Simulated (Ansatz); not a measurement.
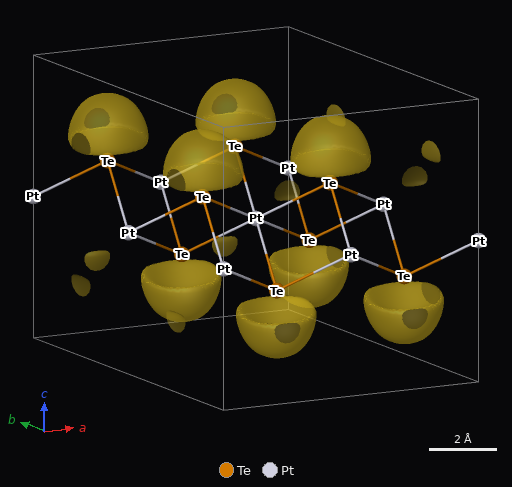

*Te₂Pt (slab). Isosurface of the ELF at 0.65 (yellow), seen at an oblique angle. Core shells and regions of very low density are left out. Sticks mark near contacts.*

Not relaxed (largest force 0.6 eV/Å).

Computed with DFT LDA, scalar-relativistic, plane waves, PAW (Ansatz).

```yaml
crystal:
  lattice:
    - [3.97372, 0.00000, 0.00000]
    - [-1.98686, 3.44134, 0.00000]
    - [0.00000, 0.00000, 31.44336]
  atoms:
    - { symbol: Te, position: [0.66667, 0.33333, 0.45521] }
    - { symbol: Pt, position: [0.00000, 0.00000, 0.50000] }
    - { symbol: Te, position: [0.33333, 0.66667, 0.54479] }
```

Question: What do the ELF domains correspond to?

Answer: At this value the surface marks out two lobes on Te, pointing away from the bonds (lone pairs), counted in one cell of 3 atoms. Counts are for one cell; the picture repeats the cell along the surface.

Values along the shortest contacts:
Te–Pt (2.69 Å): the ELF is about 0.55 at the midpoint.
